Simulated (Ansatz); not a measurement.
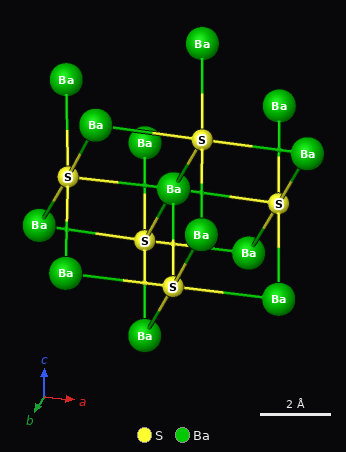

A defect cell of composition S31Ba32 (cell charge +2), before the relaxation. The picture is a ball-and-stick view of the atoms within 5.0 Å of the atom that moves most (axes of the cell of the calculation (origin shifted)), seen from a free direction.

The calculation used Ansatz 0.2.0, DFT, PBEsol, PAW, plane waves.

(plane-wave cutoff 420 eV; k-point mesh 1 × 1 × 1; mesh shifted by (0.25, 0.25, 0.25); no spin polarisation; atoms relaxed in a fixed cell; force threshold 0.03 eV/Å; at most 80 steps)

```
CELL_PARAMETERS angstrom
12.66413 0.00000 0.00000
0.00000 12.66413 0.00000
0.00000 0.00000 12.66413
ATOMIC_POSITIONS crystal
S 0.24802 0.00343 0.99820
S 0.24676 0.00197 0.49974
S 0.25102 0.50154 0.99990
S 0.75051 0.99889 0.99799
S 0.75071 0.00007 0.50024
S 0.74997 0.49915 0.00053
S 0.74734 0.49943 0.50095
S 0.00122 0.25229 0.00222
S 0.00204 0.24941 0.49995
S 0.00154 0.74799 0.99979
S 0.99889 0.75141 0.50101
S 0.49960 0.25042 0.00050
S 0.49785 0.25263 0.50056
S 0.49660 0.74787 0.00267
S 0.50157 0.74854 0.50006
S 0.00078 0.00032 0.24715
S 0.00048 0.00182 0.74865
S 0.00249 0.49980 0.24778
S 0.00330 0.49701 0.74911
S 0.49894 0.00032 0.24859
S 0.50068 0.00102 0.74879
S 0.49987 0.50019 0.24835
S 0.50235 0.50078 0.75344
S 0.25194 0.25063 0.24983
S 0.25135 0.25321 0.75193
S 0.25089 0.74833 0.24601
S 0.24824 0.74926 0.74882
S 0.75226 0.24981 0.24800
S 0.75174 0.25016 0.74916
S 0.75069 0.74903 0.25009
S 0.74757 0.74995 0.74905
Ba 0.00305 0.00104 0.99952
Ba 0.00280 0.00399 0.50274
Ba 0.99720 0.50114 0.99838
Ba 0.99851 0.50053 0.49889
Ba 0.50248 0.99836 0.99786
Ba 0.50129 0.00044 0.50113
Ba 0.50044 0.50068 0.00123
Ba 0.50099 0.49761 0.49955
Ba 0.24955 0.24898 0.00336
Ba 0.25179 0.24848 0.49756
Ba 0.25145 0.75022 0.00161
Ba 0.25186 0.74967 0.49939
Ba 0.74875 0.25170 0.99980
Ba 0.75147 0.25018 0.49780
Ba 0.74790 0.74996 0.99981
Ba 0.75025 0.74894 0.49964
Ba 0.25004 0.99982 0.24946
Ba 0.24828 0.00016 0.75096
Ba 0.25202 0.50095 0.25243
Ba 0.25186 0.49779 0.74831
Ba 0.75582 0.00414 0.24832
Ba 0.74960 0.00041 0.75172
Ba 0.74839 0.50003 0.24869
Ba 0.75009 0.50184 0.75063
Ba 0.00009 0.24902 0.25162
Ba 0.00243 0.24871 0.75037
Ba 0.00127 0.74640 0.24935
Ba 0.00137 0.75023 0.75112
Ba 0.50072 0.25112 0.24880
Ba 0.50200 0.24934 0.75060
Ba 0.49722 0.75166 0.24976
Ba 0.50064 0.74930 0.74889
```

Where does the relaxation end?

The atom that moves furthest is Ba50 (0.24 Å along −c). Largest moves by element: Ba 0.24 Å, S 0.12 Å. The cell doesn't change. Some distances before and after: S3–Ba50 3.198 → 2.962 Å, S26–Ba42 3.095 → 3.217 Å, S24–Ba40 3.122 → 3.217 Å, S22–Ba38 3.130 → 3.217 Å. Among the angles between lasting bonds that change: S18–Ba50–S22 177.9° → 170.7°, S3–Ba50–S26 88.4° → 94.7°, S3–Ba50–S18 88.7° → 94.7°. The energy falls by 1.188 eV per cell of the calculation in 3 geometry steps. The largest force component goes from 1.3 to 0.0014 eV/Å.

After the run, drawn alike:

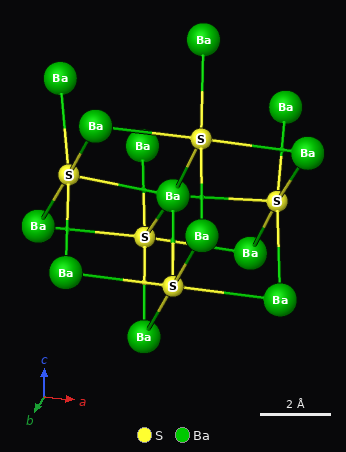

Limits of the set-up: the cell is charged, on a uniform background, and energies carry no finite-size correction.
